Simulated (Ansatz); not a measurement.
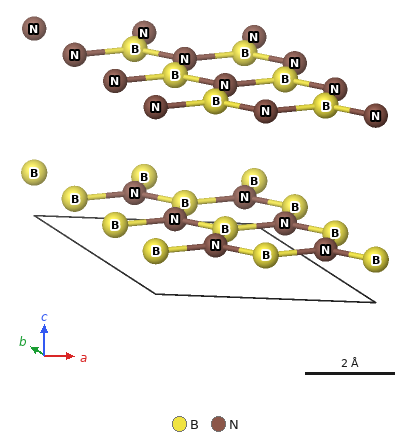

Normal modes of a free-standing layer of BN (a generated structure), space group P-3m1 (No. 164), at the zone centre. Style: ball-and-stick. Shown: the 2 × 3 repeat of the cell, outlined in the plane, without the vacuum, slightly off an axis.

Theory: DFT PBE+D3(BJ), scalar-relativistic, plane waves, PAW (Ansatz 0.2.0).

Input
```yaml
crystal:
  lattice:
    - [2.50777232, -2.4e-07, 0.0]
    - [-1.2538859522, 2.1717946561, 0.0]
    - [0.0, 0.0, 31.39454344]
  atoms:
    - { symbol: B, position: [0.0, 0.0, 0.2332786328] }
    - { symbol: B, position: [0.6666666667, 0.3333333333, 0.3400694089] }
    - { symbol: "N", position: [0.6666666667, 0.3333333333, 0.233230112] }
    - { symbol: "N", position: [0.0, 0.0, 0.3401179297] }
  periodic: [true, true, false]
basis:
  ecutwfc: 420
kpoints:
  mp_grid: { grid: [12, 12, 1] }
hamiltonian:
  xc: pbe
  dispersion: d3bj
scf:
  occupations: { method: fixed }
output:
  eigenvalues: true
phonons:
  method: dfpt
  eigenvectors: true
  qmesh: [3, 3, 1]
  temperatures: { t_max: 1000, t_step: 100 }
  qpath:
    path:
      - [[0.0, 0.0, 0.0], [0.5, 0.0, 0.0], [0.33333333, 0.33333333, 0.0], [0.0, 0.0, 0.0], [0.0, 0.0, 0.5], [0.5, 0.0, 0.5], [0.33333333, 0.33333333, 0.5], [0.0, 0.0, 0.5]]
      - [[0.5, 0.0, 0.5], [0.5, 0.0, 0.0]]
      - [[0.33333333, 0.33333333, 0.5], [0.33333333, 0.33333333, 0.0]]
    npoints: 8
```

Launched with:
```bash
ansatz run input.yaml --threads 1 --pin off --max-ram 2560MiB --backend cpu --events-out ev --progress --plain --runs-dir out
```

Frequencies are those without the non-analytic (LO–TO) term.

Question: List the optical modes.

Answer: The calculation's cell holds 4 atoms, so there are 9 optical modes, in 5 levels. No level is unstable.

| level | symmetry | frequency (cm⁻¹) | activity |
| --- | --- | --- | --- |
| 1 | E_g | 30 | Raman-active |
| 2 | A₁g | 76 | Raman-active |
| 3 | A₁g | 798 | Raman-active |
| 4 | A₂u | 802 | infrared-active |
| 5 | 4-fold | 1351 | not assigned |

The displacement patterns (one member of each degenerate set):

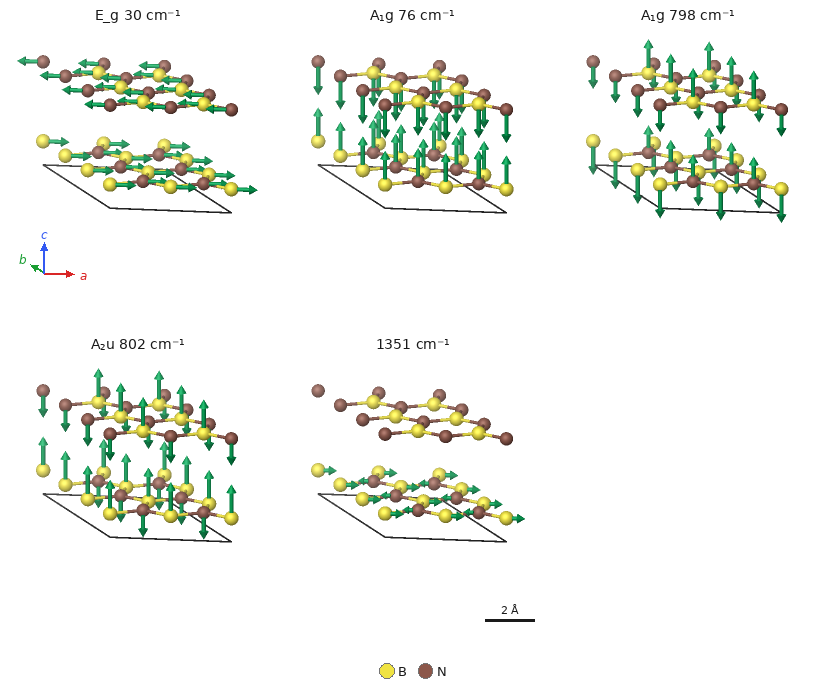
